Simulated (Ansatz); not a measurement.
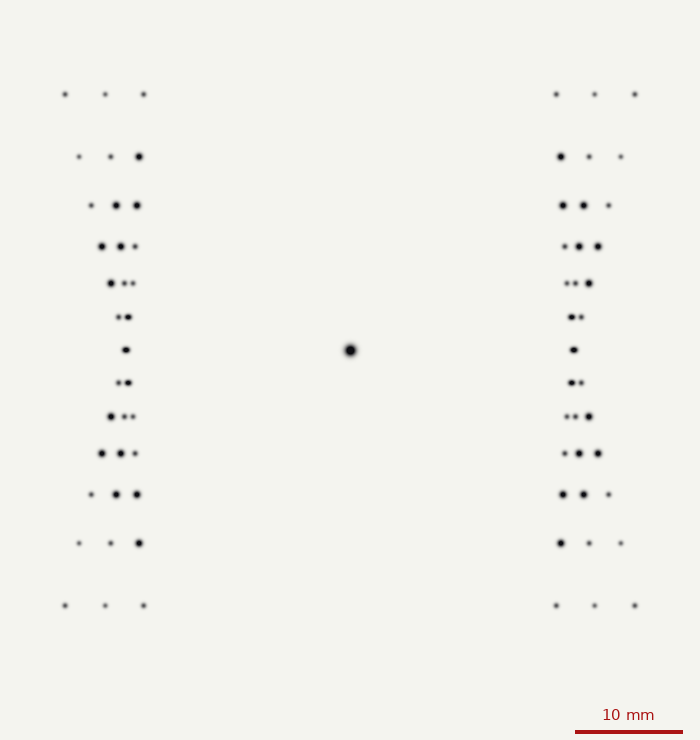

Simulated X-ray rotation photograph: Cu Kα radiation (λ = 1.5418 Å), cylindrical film of radius 28.65 mm unrolled, rotation axis vertical and normal to the beam, kinematic intensities without Lorentz or polarisation factors, the film spanning ±63° about the beam; spots down to d = 1.48 Å.

Q: What lattice repeat along the rotation axis do the layer lines give?

A: The first layer line lies 3.1 mm from the equator, so tan ν = 0.108, sin ν = 0.107 and the period is λ/sin ν = 14.38 Å. Further lines follow at 6.3, 9.7, 13.6, 18.2, 24.1 mm.

The crystal is Co, space group P-3m1 (No. 164), a = 2.49 Å, c = 14.17 Å (hexagonal axes). Structure: the geometry relaxed with DFT PBE, scalar-relativistic, plane waves, PAW in Ansatz 0.2.0; the starting structure was generated, so it need not be a known form of this composition.

Q: About which axis was it rotated?

A: About [101] (or an equivalent direction), whose length in the conventional cell is 14.383 Å. The period alone comes close to that of [001], [211], [121] as well.
